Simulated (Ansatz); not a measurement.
# CuH3: from a guess to a relaxed structure, part 3 of 3

The task: take a trial cell of CuH3 to zero force and stress.

Ansatz 0.2.0; DFT PBE, scalar-relativistic, plane waves, PAW. Earlier steps stand in the parts before.

## Step 4: Final relaxation

The end of the coarse run is made exact in the group found at a tolerance of 0.06 Å and reduced to its primitive cell.

input.yaml reads:

```yaml
crystal:
  lattice:
    - [2.7739070245, 0.0, 0.0]
    - [0.0, 2.7739070245, 0.0]
    - [0.0, 0.0, 2.7739070245]
  atoms:
    - { symbol: Cu, position: [0.0, 0.0, 0.0] }
    - { symbol: H, position: [0.5, 0.5, 0.0] }
    - { symbol: H, position: [0.5, 0.0, 0.5] }
    - { symbol: H, position: [0.0, 0.5, 0.5] }
basis:
  ecutwfc: 420
kpoints:
  mp_grid: { grid: [16, 16, 16] }
hamiltonian:
  xc: pbe
scf:
  occupations: { method: gaussian, width: 0.1 }
output:
  forces: true
  stress: true
  eigenvalues: true
  write_density: true
  write_potential: true
  elf: true
  volumetric_format: npy
relax:
  adjacent_minimum: "off"
  f_tol: 0.01
  max_steps: 80
  cell: { stress_tol: 0.05 }
```

Run with:

```sh
> ansatz run input.yaml --threads 1 --pin off --max-ram 2048MiB --backend cpu --events-out ev --progress --plain --runs-dir out
```

The program printed:

```text
Warning: RAYON_NUM_THREADS=1 ignored (pool sized by the plan → 1); use --threads N
Engine: ansatz 0.2.0, aarch64-unknown-linux-gnu
Pseudopotentials: kind: paw
Pseudopotential: Cu, paw, valence charge 19, recommended cutoff 420 eV (normal), Cu.paw.azcp
Pseudopotential: H, paw, valence charge 1, recommended cutoff 420 eV (normal), H.paw.azcp
Functional definition: PBE
  parameter kappa = 0.804
  parameter beta = 0.06672455060314922
  exchange = pbe_x(kappa = kappa, mu = beta*pi^2/3)
  correlation = pbe_c(beta = beta)
Crystal: 4 atoms, lattice volume = 21.344 Å³
Basis set: ecut = 420 eV, 437 PW (Γ), exchange–correlation on 40×40×40 points (8 copies of the dense FFT grid, shifted against one another)
Bands: 15, of which v1, the nominal top of the filled ones, is band 11 counted from 1 (10 counted from 0)
Symmetry: 48 space group operations
Space group: Pm-3m (ITA 221), of the structure as read, at distance tolerance 2.8e-5 Å
k-points: 165 of 4096
Non-local potential: Cu, projectors of the file, l = 0: 3, l = 1: 2, l = 2: 3, l = 3: 1
Non-local potential: H, projectors of the file, l = 0: 2, l = 1: 1
PAW form: soft (Blöchl's): semilocal exchange-correlation on the pseudo side does not see the compensation charge
PAW one-centre angular grid: Cu, 590 points (default); XC on 64 Gauss nodes
PAW one-centre angular grid: H, 110 points (default); XC on 64 Gauss nodes
Initial density: superposition of atomic densities (neutral atoms: chi_scale 0, normalization atom), corrected by the library's trained network
Initial wavefunctions: pseudopotential atomic-orbital guess
Functional: x = pbe(κ = 0.804, μ = 0.2195149727645171), c = pbe(β = 0.06672455060314922)
SCF iter   1: F=—  HF=-6670.104538 eV  |F-HF|=—  |Δ(HF+E_count)|=         —  Δρ=8.86e-3  dr2=1.03e-2  ethr=1.77e-3  ⟨swp⟩=4.1  Hψ=10835  notcnv=0
preconditioner: auto → none  [metal: Δε(μ)=0.008 eV  Ē_g=11.567 eV  σ=0.100 eV  W_gap=0.04  n_scr=6 (ndim 8)  ℏωp=30.1 eV  f_vac=0.000  D(μ)=1.07/eV (n_scr^D=6)  sad-step TF]
SCF iter   2: F=—  HF=-6670.104184 eV  |F-HF|=—  |Δ(HF+E_count)|=   3.54e-4  Δρ=2.89e-3  dr2=1.41e-3  ethr=4.70e-5  ⟨swp⟩=2.5  Hψ=4820  notcnv=0
SCF iter   3: F=—  HF=-6670.104791 eV  |F-HF|=—  |Δ(HF+E_count)|=   6.07e-4  Δρ=1.36e-3  dr2=3.03e-4  ethr=6.41e-6  ⟨swp⟩=1.6  Hψ=2640  notcnv=0
SCF iter   4: F=—  HF=-6670.104888 eV  |F-HF|=—  |Δ(HF+E_count)|=   9.69e-5  Δρ=5.95e-5  dr2=3.80e-7  ethr=1.38e-6  ⟨swp⟩=2.0  Hψ=2749  notcnv=0
SCF iter   5: F=—  HF=-6670.104896 eV  |F-HF|=—  |Δ(HF+E_count)|=   8.09e-6  Δρ=1.98e-5  dr2=6.31e-8  ethr=1.73e-9  ⟨swp⟩=2.0  Hψ=3670  notcnv=0
SCF iter   6: F=-6670.104896 eV  HF=-6670.104896 eV  |F-HF|=4.32e-10  |Δ(HF+E_count)|=   1.47e-8  Δρ=2.20e-6  dr2=6.61e-10  ethr=2.87e-10  ⟨swp⟩=5.2  Hψ=12712  notcnv=0
SCF 1 converged in 6 iterations: F = -6670.104896 eV  dr2 = 6.61e-10
relax step   1: F+E_penalty+E_count = -6670.10489624 eV  Δ(F+E_penalty+E_count) = +0.000e0 eV  max|allowed force component| = 5.968e-31 eV/Å  Δτ_max = 0.0000 Å  P = -0.429 GPa  Ω = 21.344 Å³  (6 SCF iters, dr2 threshold 1.00e-7 eV, accepted)
Crystal: 4 atoms, lattice volume = 21.279 Å³
Initial density: handed on by an earlier stage of this run
Initial wavefunctions: those handed on with the density
iter 1 solved again at ethr=1.06e-6 eV; its pass at ethr=3.10e-3 eV (dr2=2.34e-4 eV) is discarded
SCF iter   1: F=—  HF=-6670.105175 eV  |F-HF|=—  |Δ(HF+E_count)|=         —  Δρ=1.23e-3  dr2=2.41e-4  ethr=1.06e-6  ⟨swp⟩=1.0  Hψ=12092  notcnv=0
preconditioner: auto → none  [metal: Δε(μ)=0.027 eV  Ē_g=11.537 eV  σ=0.100 eV  W_gap=0.15  n_scr=6 (ndim 8)  ℏωp=30.1 eV  f_vac=0.000  D(μ)=1.08/eV (n_scr^D=6)]
SCF iter   2: F=—  HF=-6670.105144 eV  |F-HF|=—  |Δ(HF+E_count)|=   3.05e-5  Δρ=1.98e-4  dr2=8.04e-6  ethr=1.06e-6  ⟨swp⟩=2.0  Hψ=3146  notcnv=0
SCF iter   3: F=—  HF=-6670.105141 eV  |F-HF|=—  |Δ(HF+E_count)|=   3.17e-6  Δρ=1.14e-4  dr2=2.32e-6  ethr=3.65e-8  ⟨swp⟩=2.2  Hψ=3552  notcnv=0
iter 4 did not close the SCF: its close was put off for the readings that it lacked (scf_convergence_deferred on its scf_iter line)
SCF iter   4: F=-6670.105141 eV  HF=-6670.105140 eV  |F-HF|=1.20e-8  |Δ(HF+E_count)|=   3.70e-7  Δρ=1.69e-5  dr2=2.64e-8  ethr=1.05e-8  ⟨swp⟩=1.4  Hψ=2898  notcnv=0
iter 5 did not close the SCF: its close was put off for the readings that it lacked (scf_convergence_deferred on its scf_iter line)
SCF iter   5: F=-6670.105141 eV  HF=-6670.105141 eV  |F-HF|=1.64e-11  |Δ(HF+E_count)|=   1.77e-8  Δρ=3.97e-7  dr2=2.67e-11  ethr=1.20e-10  ⟨swp⟩=2.1  Hψ=3625  notcnv=0
SCF iter   6: F=-6670.105141 eV  HF=-6670.105141 eV  |F-HF|=9.09e-13  |Δ(HF+E_count)|=  3.64e-12  Δρ=7.47e-8  dr2=4.64e-13  ethr=1.00e-12  ⟨swp⟩=4.0  Hψ=10485  notcnv=0
SCF 2 converged in 6 iterations: F = -6670.105141 eV  dr2 = 4.64e-13
relax step   2: F+E_penalty+E_count = -6670.10514051 eV  Δ(F+E_penalty+E_count) = -2.443e-4 eV  max|allowed force component| = 8.916e-31 eV/Å  Δτ_max = 0.0000 Å  P = -0.022 GPa  Ω = 21.279 Å³  energy of the carried Pulay correction = +1.520e-4 eV  (6 SCF iters, dr2 threshold 4.00e-7 eV, accepted)
Initial wavefunctions: pseudopotential atomic-orbital guess (no wavefunctions were taken with the density)
iter 1 solved again at ethr=2.50e-9 eV; its pass at ethr=3.10e-3 eV (dr2=5.51e-7 eV) is discarded
SCF iter   1: F=—  HF=-6670.104991 eV  |F-HF|=—  |Δ(HF+E_count)|=         —  Δρ=1.20e-5  dr2=3.67e-9  ethr=2.50e-9  ⟨swp⟩=3.2  Hψ=18216  notcnv=0
preconditioner: auto → none  [metal: Δε(μ)=0.028 eV  Ē_g=11.545 eV  σ=0.100 eV  W_gap=0.15  n_scr=6 (ndim 8)  ℏωp=30.1 eV  f_vac=0.000  D(μ)=1.08/eV (n_scr^D=6)]
SCF iter   2: F=—  HF=-6670.105002 eV  |F-HF|=—  |Δ(HF+E_count)|=   1.15e-5  Δρ=6.86e-6  dr2=2.29e-9  ethr=1.67e-11  ⟨swp⟩=2.0  Hψ=4298  notcnv=0
SCF iter   3: F=—  HF=-6670.105002 eV  |F-HF|=—  |Δ(HF+E_count)|=   4.54e-9  Δρ=2.17e-6  dr2=3.87e-10  ethr=1.04e-11  ⟨swp⟩=2.1  Hψ=3584  notcnv=0
iter 4 did not close the SCF: its close was put off for the readings that it lacked (scf_convergence_deferred on its scf_iter line)
SCF iter   4: F=-6670.105002 eV  HF=-6670.105002 eV  |F-HF|=1.55e-11  |Δ(HF+E_count)|=  4.46e-11  Δρ=2.79e-7  dr2=2.43e-12  ethr=1.76e-12  ⟨swp⟩=2.4  Hψ=3854  notcnv=0
iter 5 did not close the SCF: its close was put off for the readings that it lacked (scf_convergence_deferred on its scf_iter line)
SCF iter   5: F=-6670.105002 eV  HF=-6670.105002 eV  |F-HF|=9.09e-13  |Δ(HF+E_count)|=  1.27e-11  Δρ=2.68e-8  dr2=8.48e-14  ethr=1.00e-12  ⟨swp⟩=1.0  Hψ=2475  notcnv=0
iter 6 did not close the SCF: its close was put off for the readings that it lacked (scf_convergence_deferred on its scf_iter line)
SCF iter   6: F=-6670.105002 eV  HF=-6670.105002 eV  |F-HF|=2.73e-12  |Δ(HF+E_count)|=  1.82e-12  Δρ=8.00e-9  dr2=7.65e-15  ethr=1.00e-12  ⟨swp⟩=1.0  Hψ=2475  notcnv=0
iter 7 did not close the SCF: its close was put off for the readings that it lacked (scf_convergence_deferred on its scf_iter line)
SCF iter   7: F=-6670.105002 eV  HF=-6670.105002 eV  |F-HF|=1.82e-12  |Δ(HF+E_count)|=  1.82e-12  Δρ=6.00e-10  dr2=3.19e-17  ethr=1.00e-12  ⟨swp⟩=1.0  Hψ=2475  notcnv=0
SCF iter   8: F=-6670.105002 eV  HF=-6670.105002 eV  |F-HF|=2.73e-12  |Δ(HF+E_count)|=  9.09e-13  Δρ=6.87e-11  dr2=3.48e-19  ethr=1.00e-12  ⟨swp⟩=1.2  Hψ=5662  notcnv=0
SCF 3 converged in 8 iterations: F = -6670.105002 eV  dr2 = 3.48e-19
relax step   3: F+E_penalty+E_count = -6670.10500233 eV  Δ(F+E_penalty+E_count) = +1.382e-4 eV  max|allowed force component| = 7.930e-31 eV/Å  Δτ_max = 0.0000 Å  P = -0.025 GPa  Ω = 21.279 Å³  stress off target by 2.48e-2 GPa  SCF on the basis re-selected at this cell (its energy is not comparable with the rows above)  (8 SCF iters)
basis re-selected at this cell: Δ(F+E_penalty+E_count) = +1.382e-4 eV, ΔP = -0.003 GPa vs the last step (what re-selecting the basis moved, of the pressure what is left beyond the Pulay correction that the steps carried, after the strain that the cell walked since its last selection, with what the two solves' SCF thresholds leave and, on support functions, any second-order correction that the steps lacked; it is no measure of the basis error at this ecutwfc). This SCF's stress stands 2.48e-2 GPa from its target on what of the cell is left free (relax.cell.stress_tol is 5.00e-2 GPa) and its largest allowed force component is 7.93e-31 eV/Å (relax.f_tol is 1.00e-2 eV/Å): within both
SCF converged after 8 iterations
Free energy (F): -6670.105002 eV
Harris-Foulkes:  -6670.105002 eV  (|F-HF|=2.73e-12)
Internal energy: -6670.099605 eV  (E = F + TS)
E sigma→0 (E₀):  -6670.102304 eV
Entropy (-TS):   -0.005397 eV (-1.349 meV/atom)
Fermi energy:    11.815540 eV
--- Per-component energies (eV) ---
  E_band       = -472.363787
  E_kinetic    = 336.565975
  E_local      = -4911.155051  (includes V_loc(G=0)·N_el)
  E_nonlocal   = 393.446923
  E_hartree    = 2154.934612
  E_xc         = -115.765133
  E_vxc        = -149.674908  (∫ρ·V_xc dr)
  E_paw        = -1663.137833  (= ΣΔE_a)
  E_vpaw       = -451.414344  (= ΣTr[D̂ρ^β])
  E_aug_tail   = -0.001606  (compensation charges beyond the density's cutoff)
  E_ewald      = -2864.987492
  E_smearing   = -0.005397  (= −TS)
  E_closure    = -0.000000  (closes the sum)
  Σ components = -6670.105002   (vs F -6670.105002, Δ=0.00e0)
--- Forces (eV/Å), atoms counted from 1 ---
  atom   1  Cu    -0.00000000    -0.00000000    -0.00000000
  atom   2  H      0.00000000     0.00000000     0.00000000
  atom   3  H     -0.00000000     0.00000000    -0.00000000
  atom   4  H      0.00000000    -0.00000000    -0.00000000
  max |Σ_I F_I| component: 1.04e-30 eV/Å
--- Stress (GPa, compression-positive) ---
       -0.024850       0.000000      -0.000000
        0.000000      -0.024850       0.000000
       -0.000000       0.000000      -0.024850
  P = ⅓ Tr σ = -0.0248 GPa (-0.248 kbar)
--- Band table (eV; the first three rows and the last of 165) ---
  k-point 0: bands = ["-102.5073", "-59.8657", "-59.8657", "-59.8657", "-2.0118", "5.8988", "5.8988", "7.8795", "7.8795", "7.8795", "14.7780", "14.7780", "19.6602", "19.6602", "19.6602"]
  k-point 1: bands = ["-102.5072", "-59.8665", "-59.8656", "-59.8656", "-1.9368", "5.8949", "5.9245", "7.8583", "7.8583", "7.8810", "14.2941", "14.7551", "19.7158", "19.7612", "19.7612"]
  k-point 2: bands = ["-102.5071", "-59.8689", "-59.8655", "-59.8655", "-1.7126", "5.8709", "5.9989", "7.7987", "7.7987", "7.8855", "13.1606", "14.6862", "19.8741", "20.0600", "20.0600"]
  k-point 164: bands = ["-102.5032", "-59.8836", "-59.8836", "-59.8836", "4.9259", "4.9259", "4.9259", "8.2673", "8.2673", "12.4904", "12.4904", "12.4904", "14.5203", "14.5203", "14.5203"]
--- Relaxed structure (2 steps of the walk, 2 accepted, 1 SCFs on fresh bases) ---
  F+E_penalty+E_count = -6670.10500233 eV   max|allowed force component| = 7.930e-31 eV/Å   (the final SCF, on the basis selected at the relaxed cell)
  cell:  # Å, volume = 21.2787 Å³
    - [2.7710740093553947, -7.52316384526264e-36, -1.6049416203226965e-35]
    - [-1.554787194687612e-35, 2.7710740093553947, 4.012354050806741e-36]
    - [8.024708101613482e-36, 4.012354050806741e-36, 2.7710740093553947]
  atoms:
    - { symbol: Cu, position: [-9.040394143009291e-38, -2.6838670112058834e-37, 1.4125615848452016e-38] }
    - { symbol: H, position: [0.49999999999999994, 0.49999999999999994, 2.5426108527213713e-38] }
    - { symbol: H, position: [0.49999999999999994, -7.627832558164089e-38, 0.49999999999999994] }
    - { symbol: H, position: [-9.040394143009255e-38, 0.49999999999999994, 0.49999999999999994] }
```

It took 12 s on 1 thread of Arm Neoverse V1, shared host; peak memory 0.34 GiB.

Step by step:

```
step  energy from step 1 (eV/cell)  largest force component (eV/Å)  pressure (GPa)  volume (Å³)
   1                        0.0000                          0.0000           -0.43        21.34
   2                       -0.0002                          0.0000           -0.02        21.28
   3                       -0.0001                          0.0000           -0.02        21.28
```

Step 1 is the start. Step 3 repeats the geometry before it on a plane-wave basis chosen anew for that cell, so its energy need not be comparable with the rows above.

|  | before | after | change |
| --- | --- | --- | --- |
| a (Å) | 2.774 | 2.771 | -0.1 % |
| b (Å) | 2.774 | 2.771 | -0.1 % |
| c (Å) | 2.774 | 2.771 | -0.1 % |
| volume (Å³/atom) | 5.34 | 5.32 | -0.3 % |
| shortest distance (Å) | 1.961 | 1.959 | -0.1 % |
| space group (0.01 Å) | Pm-3m | Pm-3m | same |

The run keeps the 48 symmetry operations of the start, so it could not have lowered the symmetry.

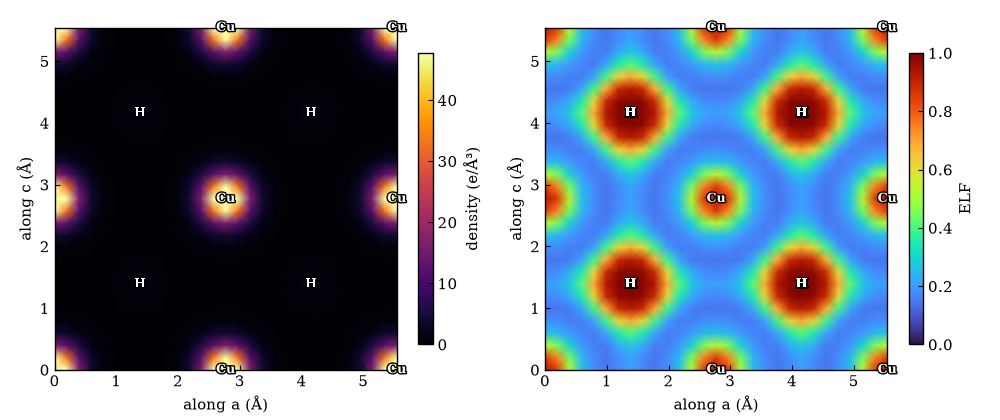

Density (left) and ELF (right) in a lattice plane of the grid's cell (edges 2.77 and 2.77 Å, at 1.000 of the third edge), which holds Cu and H. Only atoms in the plane are labelled; the density scale stops at 47.72 e/Å³. Both are smooth fields of the valence electrons: close to the nuclei they are not physical.

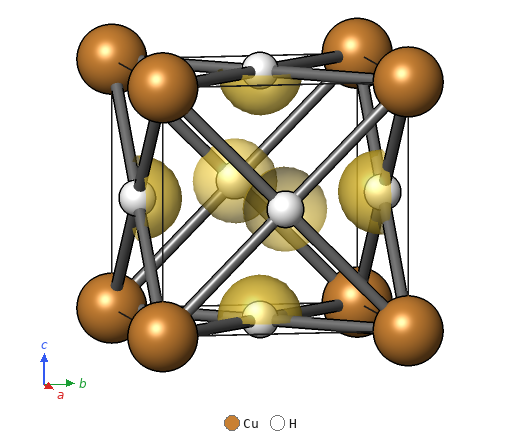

Surface of ELF = 0.85, drawn in one cell.

The highest ELF values outside the cores: 1.00 at H.

## Step 5: Changing settings: occupations.method tetrahedron, f_tol 0.1, max_displacement 0.3, width left out

input.yaml: that of step 4 with these lines changed.

```diff
@@ -17,15 +17,12 @@
 scf:
-  occupations: { method: gaussian, width: 0.1 }
+  occupations: { method: tetrahedron }
 output:
   forces: true
+  eigenvalues: true
   stress: true
-  eigenvalues: true
-  write_density: true
-  write_potential: true
-  elf: true
-  volumetric_format: npy
 relax:
   adjacent_minimum: "off"
-  f_tol: 0.01
+  f_tol: 0.1
   max_steps: 80
   cell: { stress_tol: 0.05 }
+  max_displacement: 0.3
```

Run with:

```sh
> ansatz run input.yaml --threads 1 --pin off --max-ram 2048MiB --backend cpu --events-out ev --progress --plain --runs-dir out
```

The program printed (excerpt; [...] marks lines left out):

```text
Warning: relax: with tetrahedron occupations the Hellmann–Feynman forces and the energy need not agree along the walk (scf.occupations.method in the input reference, under Limitations); prefer a smearing scheme for the relaxation and re-run the relaxed geometry with tetrahedron [...]
Warning: output.forces, output.stress, relax.cell or npt_langevin: where a Kohn–Sham band that disperses or a degenerate level is filled in part under the method tetrahedron, the forces or the stress that this run publishes need not agree with its energy (scf.occupations.method in the [...]
Warning: RAYON_NUM_THREADS=1 ignored (pool sized by the plan → 1); use --threads N
[...]
[... 1 set-up line as earlier in the session ...]
[...]
--- Relaxed structure (2 steps of the walk, 2 accepted, 1 SCFs on fresh bases) ---
  F+E_penalty+E_count = -6670.10593962 eV   max|allowed force component| = 1.666e-30 eV/Å   (the final SCF, on the basis selected at the relaxed cell)
  cell:  # Å, volume = 21.2649 Å³
    - [2.7704782042038585, 3.3101920919155616e-35, -2.407412430484045e-35]
    - [-3.109574389375224e-35, 2.7704782042038585, 0.0]
    - [-2.407412430484045e-35, 0.0, 2.7704782042038585]
  atoms:
    - { symbol: Cu, position: [6.28363963558109e-89, -1.560880551253948e-37, -5.085221705442726e-38] }
    - { symbol: H, position: [0.49999999999999994, 0.49999999999999994, 2.881625633084212e-37] }
    - { symbol: H, position: [0.49999999999999994, 2.0270258742528576e-37, 0.49999999999999994] }
    - { symbol: H, position: [-6.681911775230489e-52, 0.49999999999999994, 0.49999999999999994] }
```

Wall time 9.7 s (1 thread of Arm Neoverse V1, shared host); peak memory 0.33 GiB.

```
    run     ending        energy change  pressure (GPa)  gap (eV)  force (eV/Å)  cycles   time
 step 4  converged                    0             0.0      0.00          0.00       -   12 s
variant  converged  -0.9 meV/atom (σ→0)             0.0      0.00          0.00      19  9.7 s
```

Changing the smearing, convergence setting and walk settings moves the energy by -0.9 meV/atom (σ→0 values).

## Step 6: Outcome

The summary covers parts 1 to 3. Changes of volume or cell count from the first structure of part 1.

```
                                                              quantity                                                                      value
                                symmetry at the end (tolerance 0.05 Å)                                                space group Pm-3m (No. 221)
                                                     conventional cell  a = 2.771 Å, b = 2.771 Å, c = 2.771 Å, α = 90.00°, β = 90.00°, γ = 90.00°
                                                                volume                                                               5.32 Å³/atom
energy over the elements (uncorrected; H, N, O, F and Cl as molecules)                                                              +0.67 eV/atom
                                                       gap on the mesh                                                               none (metal)
```

**Reading.** The space group Pm-3m (No. 221) is kept, and the volume per atom shrinks by 42.0 % from the first guess. With a positive formation energy it can't be a ground state. No finished test with a distortion of lower symmetry is shown, so the end may be a saddle point.
